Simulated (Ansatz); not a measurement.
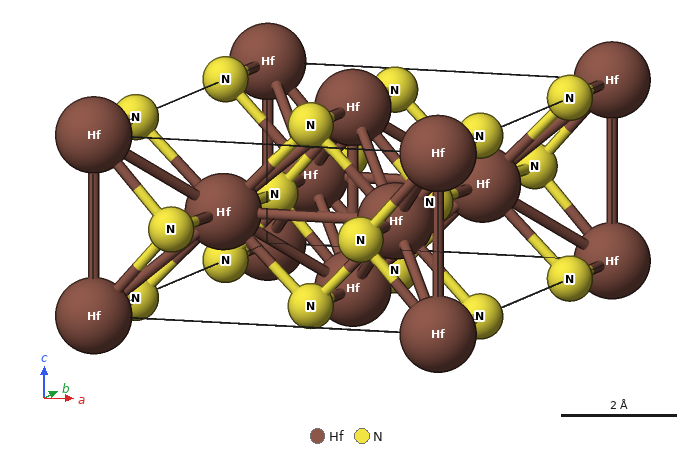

The figure gives a ball-and-stick picture of the atoms, viewed slightly off an axis. The outline marks the conventional unit cell.

The lattice constants are a = 6.368 Å, b = 9.006 Å, c = 3.184 Å, α = 90.00°, β = 90.00°, γ = 90.00°.

The composition is Hf₃N₄.

### Lattice type?

Base-centred orthorhombic.

### Identify the space group.

Cmmm (No. 65), with Hf on 4f, N on 4h, N on 4i and Hf on 2a.

The model was built from a structure type known for this compound. The atoms were relaxed in a fixed cell with DFT PBEsol, scalar-relativistic, plane waves, PAW in Ansatz.

At this level of theory the cell isn't at rest (stretched, at -4 GPa), so its distances can differ from those at equilibrium, the more so the softer the solid.
